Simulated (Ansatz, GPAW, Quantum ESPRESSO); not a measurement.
# Simulated XPS, UPS and emission spectra of AlN, part 7 of 7

Aim: the valence spectrum of AlN from He I to hard X-rays, and which orbitals make each feature.

Ansatz 0.2.0, Quantum ESPRESSO 7.5 and GPAW 26.7.0; DFT, PBE, plane-wave PAW, default files, scalar-relativistic (the session's first sound run).

So far. Step 8 (Quantum ESPRESSO: bands): At this level the gap is 4.20 eV on the path. Step 8 (Quantum ESPRESSO: bands): On this path the gap is direct, 4.20 eV, with the valence top at Γ and the conduction bottom at Γ.

The database entry behind the starting cell differs from later determinations by our own check (inner coordinate u about 0.002 short), so it need not match the best structure at ambient conditions.

### Step 9. The same cell in GPAW

This step: DFT, PBE, PAW datasets of GPAW, plane waves, scalar-relativistic (GPAW 26.7.0).

GPAW, with its own PAW datasets and plane waves, is a further check on the main run's cell.

The input, run.py:

```python
import json
import numpy as np
from ase import Atoms
from ase.parallel import paropen
from gpaw import GPAW, PW, FermiDirac, Mixer, MixerDif, setup_paths

atoms = Atoms(['Al', 'Al', 'N', 'N'],
              cell=[[3.113, 0.0, 0.0], [-1.5565, 2.695937, 0.0], [0.0, 0.0, 4.981]],
              scaled_positions=[[0.666667, 0.333333, 0.5], [0.333333, 0.666667, 0.0], [0.666667, 0.333333, 0.88], [0.333333, 0.666667, 0.38]],
              pbc=(True, True, True))
params = dict(mode=PW(500),
              xc='PBE',
              kpts={'size': (12, 12, 6), 'gamma': True},
              occupations=FermiDirac(0.02),
              nbands=-12,
              maxiter=200,
              txt='gs.txt')
atoms.calc = calc = GPAW(**params)
atoms.get_potential_energy()
ef = calc.get_fermi_level()
nk, ns = len(calc.get_ibz_k_points()), calc.get_number_of_spins()
out = dict(free=atoms.get_potential_energy(force_consistent=True), ef=ef, nel=calc.get_number_of_electrons(), cell=atoms.cell[:], frac=atoms.get_scaled_positions(wrap=False),
           eig=[[calc.get_eigenvalues(k, s) for k in range(nk)] for s in range(ns)], forces=atoms.get_forces(apply_constraint=False))
dense = calc.fixed_density(kpts={'size': (12, 12, 8), 'gamma': True}, txt='dos.txt')
out['eig_dense'] = [[dense.get_eigenvalues(k, s) for k in range(len(dense.get_ibz_k_points()))] for s in range(ns)]
dos = dense.dos(shift_fermi_level=False)
e = ef + np.arange(-36, 12, 0.05)
out['e'], out['dos'] = e - ef, dos.raw_dos(e, width=0.1)
kpts = [[0.0, 0.0, 0.0], [0.05, 0.0, 0.0], [0.1, 0.0, 0.0], [0.15, 0.0, 0.0], ..., [0.333333, 0.333333, 0.0]]  # list cut here
bands = calc.fixed_density(kpts=kpts, symmetry='off', txt='bands.txt', convergence={'bands': -3})
out['band_e'] = [[bands.get_eigenvalues(k, s) for k in range(len(kpts))] for s in range(ns)]
with paropen('out.json', 'w') as f:
    json.dump(out, f, default=lambda a: a.tolist())
```

Run with:

```bash
$ OMP_NUM_THREADS=1 mpirun -n 2 gpaw python run.py > run.log
```

Numbers of over 12 decimals in the logs are rounded to 6 here.

The program printed:

```text
__  _  _
 | _ |_)|_||  |
 |__||  | ||/\| - 26.7.0

units:  Angstrom and eV
cores:  2
OpenMP: True

Versions:

Paths:

Git-hashes:

OMP_NUM_THREADS: 1

Environment variables:
  GPAW_CPUPY:          False
  GPAW_DEBUG:          False
  GPAW_MPI_BACKEND:    cgpaw
  GPAW_MPI_OPTIONS:    None
  GPAW_NO_C_EXTENSION: False
  GPAW_NO_GPU_MPI:     False
  GPAW_TRACE:          False
  GPAW_USE_GPUS:       False

Input parameters:
  mode=PW(ecut=500.0),
  kpts=MonkhorstPack(size=(12, 12, 6), gamma=True),
  maxiter=200,
  nbands=-12,
  occupations=Occupations(name='fermi-dirac', width=0.02, fixmagmom=False),
  xc=XC(name='PBE')

Diagonalizing LCAO Hamiltonian
Converting LCAO to pw mode

           N

           Al
        N

        Al

Atoms  # Å, Bohr magnetons
|   | symbol |         x |        y |        z |    initial magnetic moments |
|---|--------|-----------|----------|----------|-----------------------------|
| 0 |     Al |  1.556502 | 0.898645 | 2.490500 | ( 0.0000,  0.0000,  0.0000) |
| 1 |     Al | -0.000002 | 1.797292 | 0.000000 | ( 0.0000,  0.0000,  0.0000) |
| 2 |      N |  1.556502 | 0.898645 | 4.383280 | ( 0.0000,  0.0000,  0.0000) |
| 3 |      N | -0.000002 | 1.797292 | 1.892780 | ( 0.0000,  0.0000,  0.0000) |

Unit cell  # Å
| periodic |         x |        y |        z |  lengths |     angles |
|----------|-----------|----------|----------|----------|------------|
|      yes |  3.113000 | 0.000000 | 0.000000 | 3.113000 |  90.000000 |
|      yes | -1.556500 | 2.695937 | 0.000000 | 3.113000 |  90.000000 |
|      yes |  0.000000 | 0.000000 | 4.981000 | 4.981000 | 120.000001 |

Number of symmetries: 1
Symmetry operations  # r_c * U_cc + t_c -> r_c
|   | kind |            matrix            |
|---|------|------------------------------|
| 0 |  E   |  1, 0, 0,  0, 1, 0,  0, 0, 1 |

BZ-sampling:
  Number of BZ points: 864
  Number of IBZ points: 436

  Monkhorst-Pack size: [12, 12, 6]
  Monkhorst-Pack shift: [0.041667, 0.041667, 0.083333]

K-points  # in reciprocal-cell coordinates
|     |                                coordinates |     weight |
|-----|--------------------------------------------|------------|
|   0 | ( -0.00000000,  -0.00000000,   0.00000000) | 0.00115741 |
|   1 | ( -0.00000000,  -0.00000000,   0.16666667) | 0.00231481 |
|   2 | ( -0.00000000,  -0.00000000,   0.33333333) | 0.00231481 |
|   3 | ( -0.00000000,  -0.00000000,   0.50000000) | 0.00115741 |
|   4 | ( -0.00000000,   0.08333333,  -0.33333333) | 0.00231481 |
|   5 | ( -0.00000000,   0.08333333,  -0.16666667) | 0.00231481 |
|   6 | ( -0.00000000,   0.08333333,   0.00000000) | 0.00231481 |
|   7 | ( -0.00000000,   0.08333333,   0.16666667) | 0.00231481 |
|   8 | ( -0.00000000,   0.08333333,   0.33333333) | 0.00231481 |
|   9 | ( -0.00000000,   0.08333333,   0.50000000) | 0.00231481 |
| ... |                                            |            |
| 435 | (  0.50000000,   0.50000000,   0.50000000) | 0.00115741 |

Plane wave coefficients: 1092
Cutoff: 500.0 eV

Spin-components: 1 (collinear spins)
Bands:           20
Projectors:      20
Spin-degeneracy: 2
Datatype:        complex128

  Storage: CPU
  Wave functions: 151_658_240 bytes (75_829_120 per core)
  Projectors: 174_406_976 bytes (87_203_488 per core)

Parallelization:
  kpt:    2
  domain: 1
  band:   1

Density:
  Valence electrons: 16.0
  Components: 1
  Grid points: [18 18 27]
  Charge: 0.0  # |e|

Potential:
  Grid points: [18 18 27]

species:
  Al:
    name:    Aluminium
    Z:       13.0
    valence: 3
    core:    10
    charge:  0.0  # [|e|]
    file:    Al.PBE.gz
    compensation charges:
      type: gauss
      rc: 0.34  # [Å]
      lmax: 2
    cutoffs:
      filter: 1.91  # [Å]
      core: 2.36  # [Å]
    projectors
    | kind |    occ | energy [eV] | rcut [Å] |
    |------|--------|-------------|----------|
    |   3s |  2.000 |      -7.753 |    1.085 |
    |   3p |  1.000 |      -2.712 |    1.085 |
    |    s |        |      19.459 |    1.085 |
    |    p |        |      24.499 |    1.085 |
    |    d |        |       0.000 |    1.085 |

    Using partial waves for Al as LCAO basis

  N:
    name:    Nitrogen
    Z:       7.0
    valence: 5
    core:    2
    charge:  0.0  # [|e|]
    file:    N.PBE.gz
    compensation charges:
      type: gauss
      rc: 0.18  # [Å]
      lmax: 2
    cutoffs:
      filter: 1.11  # [Å]
      core: 0.96  # [Å]
    projectors
    | kind |    occ | energy [eV] | rcut [Å] |
    |------|--------|-------------|----------|
    |   2s |  2.000 |     -18.583 |    0.603 |
    |   2p |  3.000 |      -7.089 |    0.529 |
    |    s |        |       8.629 |    0.603 |
    |    p |        |      20.123 |    0.529 |
    |    d |        |       0.000 |    0.577 |

    Using partial waves for N as LCAO basis

Reference energy: -16170.289538  # eV

eigensolver:
  PPCG
  Converge bands: occupied
  niter=2

density mixing:
  MSR1-Mixer
  Pratt-step length: 0.05
  Maximum mixing coefficient: 0.75
  Old densities: 10
  SVD Regularization: 0.005
  Good broyden scale: 1.0
  Trust region scale: 1.0
  Backstep threshold: 4.0
  History deletion threshold: 6.0
  Fourier metric: weight=20.0, sigma=0.015

occupation numbers:
  Fermi-Dirac:
    width: 0.0200  # eV

poisson solver:
  ecut: 4000.0  # eV

xc functional:
  name: PBE with 2 nearest neighbor stencil

Initialization done in: 4.693 s

convergence criteria:
- Maximum [total energy] change in last 3 cyles: 0.0005 eV / valence electron
- Maximum integral of absolute [dens]ity change: 0.0001 electrons / valence electron
- Maximum integral of absolute [eigenst]ate change: 4e-08 eV^2 / valence electron
maximum number of iterations: 200

SCF iterations
|iter     |     time |      energy | eigst |  dens |
|---------|----------|-------------|-------|-------|
|iter:   1|       0s |  -32.165221 | -0.28 |       |
|iter:   2|      10s |  -31.229391 | -2.18 | -0.56 |
|iter:   3|      20s |  -28.487350 | -0.84 | -0.61 |
|iter:   4|      31s |  -28.506481 | -3.02 | -1.25 |
|iter:   5|      41s |  -28.517249 | -3.45 | -1.56 |
|iter:   6|      51s |  -28.517355 | -5.35 | -2.75 |
|iter:   7|      62s |  -28.517380c| -6.41 | -3.13 |
|iter:   8|      72s |  -28.517380c| -8.09c| -4.34c|

Converged in 8 steps
SCF loop duration: 83.236 s (10.405 s/step)
Energy contributions relative to reference atoms: (reference = -16170.289538)

Energy contributions:
  Kinetic:          27.920743
  Coulomb:         -22.249488
  Zero:             -0.135488
  External:          0.000000
  Xc:              -34.053147
  Entropy:          -0.000000
  Spinorbit:         0.000000
  ----------------------------
  Free energy:     -28.517380
  Extrapolated:    -28.517380

dipole moment: (-0.000036, 0.000019, -6.805629)  # |e|*Ang

Fermi level: 6.510
Eigenvalues  # (at kpt = [-0.000, -0.000, 0.000])
| band index |      eig [eV] | occ [0-2] |
|------------|---------------|-----------|
|          0 |        -9.098 |     2.000 |
|          1 |        -6.970 |     2.000 |
|          2 |         0.162 |     2.000 |
|          3 |         5.307 |     2.000 |
|          4 |         5.307 |     2.000 |
|          5 |         5.980 |     2.000 |
|          6 |         5.980 |     2.000 |
|          7 |         6.164 |     2.000 |
|          8 |        10.299 |     0.000 |
|          9 |        12.779 |     0.000 |
|         10 |        16.808 |     0.000 |
|         11 |        17.302 |     0.000 |
|         12 |        17.302 |     0.000 |
|         13 |        19.295 |     0.000 |
|         14 |        19.308 |     0.000 |
|         15 |        19.309 |     0.000 |
|        ... |               |           |
|         19 |        23.460 |     0.000 |

Gap: 4.135 eV
Transition (v -> c):
  (s=0, k=0, n=7, [-0.00, -0.00, 0.00]) -> (s=0, k=0, n=8, [-0.00, -0.00, 0.00])
No difference between direct/indirect transitions

Forces  # eV/Ang
|        x |        y |        z |
|----------|----------|----------|
| -0.00003 | -0.00006 | -0.13476 |  # Al   0
|  0.00003 |  0.00006 | -0.13477 |  # Al   1
| -0.00003 | -0.00019 |  0.14607 |  # N    2
|  0.00003 |  0.00019 |  0.12334 |  # N    3

Force computation time: 0.620  # s

timing:  # [seconds]
  Total:  176.814  # ━━━━━━━━━━━━━━━━━━━━━━━━━━━━━━━━━━━━━━━━━━━━━━━━━━━━━━━━
  Init:     4.280  # ━╸
  SCF:     83.236  # ━━━━━━━━━━━━━━━━━━━━━━━━━━╸
  Forces:   0.620  #

Max RSS: 534.656  # MiB
```

Run time: 3 min. Hardware: 2 MPI ranks of Arm Neoverse V1, shared host.

Numbers from this step:

```
free energy                  : -28.52 eV
Fermi energy                 : 6.510 eV
gap on the path              : 4.135 eV
least direct gap on the path : 4.135 eV
valence top on path          : 0 eV
gap from the DOS mesh        : 4.135 eV
```

The electronic bands at the labelled points (eV, zero at the valence-band maximum; v1 is the highest filled band, c1 the lowest empty one):

| point | v4 | v3 | v2 | v1 | c1 | c2 |
| --- | --- | --- | --- | --- | --- | --- |
| Γ | -0.86 | -0.18 | -0.18 | 0.00 | 4.13 | 6.62 |
| M | -3.35 | -2.06 | -1.78 | -0.67 | 5.79 | 5.80 |
| K | -3.77 | -2.42 | -2.38 | -2.38 | 5.03 | 8.39 |
| Γ | -0.86 | -0.18 | -0.18 | 0.00 | 4.13 | 6.62 |
| A | -0.50 | -0.50 | -0.50 | -0.50 | 6.43 | 6.43 |
| L | -1.43 | -1.43 | -1.35 | -1.35 | 5.29 | 5.29 |
| H | -3.84 | -3.84 | -0.79 | -0.79 | 7.44 | 7.44 |
| A | -0.50 | -0.50 | -0.50 | -0.50 | 6.43 | 6.43 |
| jump to L | -1.43 | -1.43 | -1.35 | -1.35 | 5.29 | 5.29 |
| M | -3.35 | -2.06 | -1.78 | -0.67 | 5.79 | 5.80 |
| jump to H | -3.84 | -3.84 | -0.79 | -0.79 | 7.44 | 7.44 |
| K | -3.77 | -2.42 | -2.38 | -2.38 | 5.03 | 8.39 |

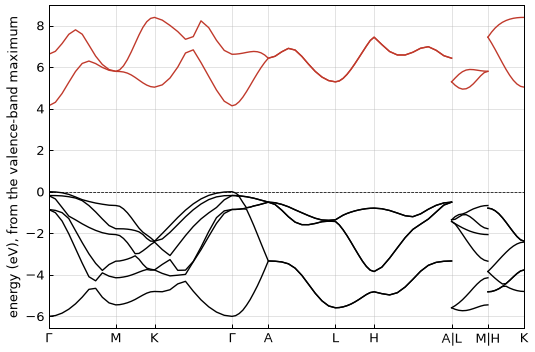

Electronic bands along the path; lines of filled and empty bands in two colours.

The DOS has structure finer than the step of the table below, so its rows give means over 2 eV, whole bins alone (the curve runs from -16.4 to 8 eV). Peaks (eV: height): -12.7: 3.96, -4.8: 3.21, -2.8: 1.92, -2.3: 3.02, -0.8: 4.84, 6.3: 2.38.

Table of DOS by E, zero at the valence-band maximum; means over each step:

| E (eV) | DOS (states/eV/cell) |
| --- | --- |
| -14 | 1.19 |
| -12 | 0.783 |
| -10 | 0 |
| -8 | 0 |
| -6 | 0.549 |
| -4 | 1.72 |
| -2 | 2.51 |
| 0 | 1.23 |
| 2 | 0 |
| 4 | 0.0245 |
| 6 | 1.46 |

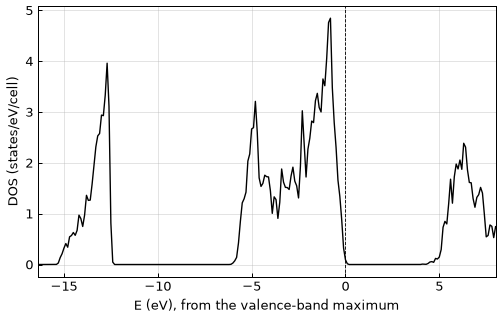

DOS against E.

### Step 10. One cell, several programs

Each program ran the same cell and functional with its own potentials and basis. Levels are from each run's zero of energy.

| quantity | Ansatz | QE | GPAW |
| --- | --- | --- | --- |
| gap on the path (eV) | 4.21 | 4.20 | 4.14 |

### Step 11. GPAW with atomic orbitals

This step: DFT, PBE, PAW datasets of GPAW, numerical atomic orbitals (LCAO), scalar-relativistic (GPAW 26.7.0).

An atomic-orbital basis pays off in large cells; this run shows what it costs in accuracy.

run.py, as its differences from that of step 9:

```diff
@@ -10,3 +10,3 @@
               pbc=(True, True, True))
-params = dict(mode=PW(500),
+params = dict(mode='lcao',
               xc='PBE',
@@ -16,3 +16,5 @@
               maxiter=200,
-              txt='gs.txt')
+              txt='gs.txt',
+              basis='dzp',
+              h=0.2)
 atoms.calc = calc = GPAW(**params)
@@ -29,3 +31,3 @@
 kpts = [[0.0, 0.0, 0.0], [0.05, 0.0, 0.0], [0.1, 0.0, 0.0], [0.15, 0.0, 0.0], ..., [0.333333, 0.333333, 0.0]]  # list cut here
-bands = calc.fixed_density(kpts=kpts, symmetry='off', txt='bands.txt', convergence={'bands': -3})
+bands = calc.fixed_density(kpts=kpts, symmetry='off', txt='bands.txt')
 out['band_e'] = [[bands.get_eigenvalues(k, s) for k in range(len(kpts))] for s in range(ns)]
```

The program printed:

```text
__  _  _
 | _ |_)|_||  |
 |__||  | ||/\| - 26.7.0

units:  Angstrom and eV
cores:  2
OpenMP: True

Versions:

Paths:

Git-hashes:

OMP_NUM_THREADS: 1

Environment variables:
  GPAW_CPUPY:          False
  GPAW_DEBUG:          False
  GPAW_MPI_BACKEND:    cgpaw
  GPAW_MPI_OPTIONS:    None
  GPAW_NO_C_EXTENSION: False
  GPAW_NO_GPU_MPI:     False
  GPAW_TRACE:          False
  GPAW_USE_GPUS:       False

Input parameters:
  mode=LCAO(),
  basis={'default': 'dzp'},
  h=0.2,
  kpts=MonkhorstPack(size=(12, 12, 6), gamma=True),
  maxiter=200,
  nbands=-12,
  occupations=Occupations(name='fermi-dirac', width=0.02, fixmagmom=False),
  xc=XC(name='PBE')

           N

           Al
        N

        Al

Atoms  # Å, Bohr magnetons
|   | symbol |         x |        y |        z |    initial magnetic moments |
|---|--------|-----------|----------|----------|-----------------------------|
| 0 |     Al |  1.556502 | 0.898645 | 2.490500 | ( 0.0000,  0.0000,  0.0000) |
| 1 |     Al | -0.000002 | 1.797292 | 0.000000 | ( 0.0000,  0.0000,  0.0000) |
| 2 |      N |  1.556502 | 0.898645 | 4.383280 | ( 0.0000,  0.0000,  0.0000) |
| 3 |      N | -0.000002 | 1.797292 | 1.892780 | ( 0.0000,  0.0000,  0.0000) |

Unit cell  # Å
| periodic |         x |        y |        z |  lengths |     angles |
|----------|-----------|----------|----------|----------|------------|
|      yes |  3.113000 | 0.000000 | 0.000000 | 3.113000 |  90.000000 |
|      yes | -1.556500 | 2.695937 | 0.000000 | 3.113000 |  90.000000 |
|      yes |  0.000000 | 0.000000 | 4.981000 | 4.981000 | 120.000001 |

Number of symmetries: 1
Symmetry operations  # r_c * U_cc + t_c -> r_c
|   | kind |            matrix            |
|---|------|------------------------------|
| 0 |  E   |  1, 0, 0,  0, 1, 0,  0, 0, 1 |

BZ-sampling:
  Number of BZ points: 864
  Number of IBZ points: 436

  Monkhorst-Pack size: [12, 12, 6]
  Monkhorst-Pack shift: [0.041667, 0.041667, 0.083333]

K-points  # in reciprocal-cell coordinates
|     |                                coordinates |     weight |
|-----|--------------------------------------------|------------|
|   0 | ( -0.00000000,  -0.00000000,   0.00000000) | 0.00115741 |
|   1 | ( -0.00000000,  -0.00000000,   0.16666667) | 0.00231481 |
|   2 | ( -0.00000000,  -0.00000000,   0.33333333) | 0.00231481 |
[...]
| ... |                                            |            |
[...]
basis functions: 52
Spin-components: 1 (collinear spins)
Bands:           20
Projectors:      20
Spin-degeneracy: 2
Datatype:        <class 'complex'>

  Storage: CPU
  Wave functions: 7_255_040 bytes (3_627_520 per core)

Parallelization:
  kpt:    2
  domain: 1
  band:   1

Density:
  Valence electrons: 16.0
  Components: 1
[...]
l=1, rc=6.0625 Bohr: 2p-sz confined orbital
        l=0, rc=2.6094 Bohr: 2s-dz split-valence wave
        l=1, rc=3.2656 Bohr: 2p-dz split-valence wave
        l=2, rc=6.0625 Bohr: d-type Gaussian polarization
      Number of RI-basis functions 0

Reference energy: -16170.289538  # eV

eigensolver:
  <gpaw.new.lcao.eigensolver.LCAOEigensolver object at 0x48c6d0a99dc0>
density mixing:
  MSR1-Mixer
  Pratt-step length: 0.05
  Maximum mixing coefficient: 0.75
  Old densities: 10
  SVD Regularization: 0.005
  Good broyden scale: 1.0
  Trust region scale: 1.0
  Backstep threshold: 4.0
  History deletion threshold: 6.0
  Fourier metric: weight=20.0, sigma=0.015

occupation numbers:
  Fermi-Dirac:
    width: 0.0200  # eV

FastPoissonSolver using
    Stencil: 8*3+1=25 point O(h^6) finite-difference Laplacian
    FFT axes: [np.int64(0), np.int64(1), np.int64(2)]
    FST axes: []

xc functional:
  name: PBE with 2 nearest neighbor stencil
interpolation: tri-quintic # 5. degree polynomial

Initialization done in: 5.202 s

convergence criteria:
- Maximum [total energy] change in last 3 cyles: 0.0005 eV / valence electron
- Maximum integral of absolute [dens]ity change: 0.0001 electrons / valence electron
- Maximum integral of absolute [eigenst]ate change: 4e-08 eV^2 / valence electron
maximum number of iterations: 200

SCF iterations
|iter     |     time |      energy | eigst |  dens |
|---------|----------|-------------|-------|-------|
|iter:   1|       0s |  -30.312498 |      c|       |
|iter:   2|      69s |  -29.545159 |      c| -0.60 |
|iter:   3|     137s |  -27.339727 |      c| -0.66 |
|iter:   4|     206s |  -27.359548 |      c| -1.29 |
|iter:   5|     274s |  -27.367261 |      c| -1.58 |
|iter:   6|     343s |  -27.367255c|      c| -3.45 |
|iter:   7|     412s |  -27.367255c|      c| -3.97 |
|iter:   8|     481s |  -27.367255c|      c| -4.96c|

Converged in 8 steps
SCF loop duration: 481.707 s (60.213 s/step)
Energy contributions relative to reference atoms: (reference = -16170.289538)

Energy contributions:
  Kinetic:          34.454002
  Coulomb:         -29.184804
  Zero:              1.538271
  External:          0.000000
  Xc:              -34.174724
  Entropy:          -0.000000
  Spinorbit:         0.000000
  ----------------------------
  Free energy:     -27.367255
  Extrapolated:    -27.367255

dipole moment: (0.000000, -0.000000, -6.765089)  # |e|*Ang

Fermi level: 6.636
Eigenvalues  # (at kpt = [-0.000, -0.000, 0.000])
| band index |      eig [eV] | occ [0-2] |
|------------|---------------|-----------|
|          0 |        -9.043 |     2.000 |
|          1 |        -6.888 |     2.000 |
|          2 |         0.146 |     2.000 |
[...]
|         15 |        19.532 |     0.000 |
|        ... |               |           |
|         19 |        25.393 |     0.000 |

Gap: 4.168 eV
Transition (v -> c):
  (s=0, k=0, n=7, [-0.00, -0.00, 0.00]) -> (s=0, k=0, n=8, [-0.00, -0.00, 0.00])
No difference between direct/indirect transitions

Forces  # eV/Ang
|        x |        y |        z |
|----------|----------|----------|
| -0.00905 |  0.00518 | -0.20635 |  # Al   0
|  0.00905 | -0.00518 | -0.20635 |  # Al   1
| -0.01070 |  0.00607 |  0.39859 |  # N    2
|  0.01070 | -0.00607 |  0.39859 |  # N    3

Force computation time: 430.620  # s
```

Wall time 15 min (2 MPI ranks).

The run was cut off at its time limit.

### Step 12. Results

| Property | Result |
| --- | --- |
| least gap on the mesh and the path | 4.21 eV |
| strongest listed peak within 13 eV of the zero, at 1486.7 eV | 12.6 eV binding, mostly N 2s |
| strongest listed peak within 13 eV of the zero, at 21.2 eV | 0.9 eV binding, mostly N 2p |
| PBE (12 s on 2 threads) | gap 4.21 eV, highest Al Kα peak within 13 eV at 12.6 eV (N 2s) |
| PBEsol (12 s on 2 threads) | gap 4.13 eV, highest Al Kα peak within 13 eV at 12.8 eV (N 2s) |
| LDA (12 s on 2 threads) | gap 4.24 eV, highest Al Kα peak within 13 eV at 12.4 eV (N 2s) |
| qe | gap 4.20 eV, highest Al Kα peak within 13 eV at 12.9 eV (N 2s) |

What this shows: AlN is an insulator or semiconductor at the base level (gap 4.21 eV), and its valence spectrum changes with photon energy as the shells' cross sections do. At 21.2 eV the valence spectrum has its highest listed peaks within 10.8 eV at 0.9 eV (N 2p), 4.1 eV (N 2p) and 4.8 eV (N 2p). At 1486.7 eV the valence spectrum has its highest listed peak within 13 eV at 12.6 eV (N 2s). The shell named is the one with most of the intensity, cross sections included, not always the one with most states there. In the main run, from 1486.7 eV towards hard X-rays the Al 3s share grows by 13 points, as its cross section falls more slowly with photon energy than those of the shells it gains on. With PBEsol, the gap on the path moves from 4.21 to 4.13 eV. With LDA, the gap on the path moves from 4.21 to 4.24 eV. The plane-wave programs agree on the gap on the path to 0.08 eV. At 21.2 eV the area is led by N 2p (99 %), at 9251.7 eV by N 2s (68 %), a shell that the model's window at 21.2 eV leaves out. Kohn–Sham levels aren't quasiparticle energies, so peak positions are approximate. Each run has its own recipe for the spectra (widths, photon energies, in some runs the light), so peak heights and places can differ between runs for that reason too. Semilocal Kohn–Sham gaps are too small as a rule.

[Logs are printed without paths, hosts, clocks, repeated set-up lines and the standing remarks that a program may print on its own settings, such as how far it seeks lower states.]

[Hosts, paths, dates, database ids (printed as entryN), source tags and the programs' standing remarks are cut or masked in the printed files.]

[Maps of the electrostatic potential energy from Ansatz leave out the sawtooth potential of an applied field or a dipole correction, so their vacuum need not be flat; work functions include it.]

[Peak lists hold at most the 14 tallest peaks of each spectrum; further lines can be left out.]
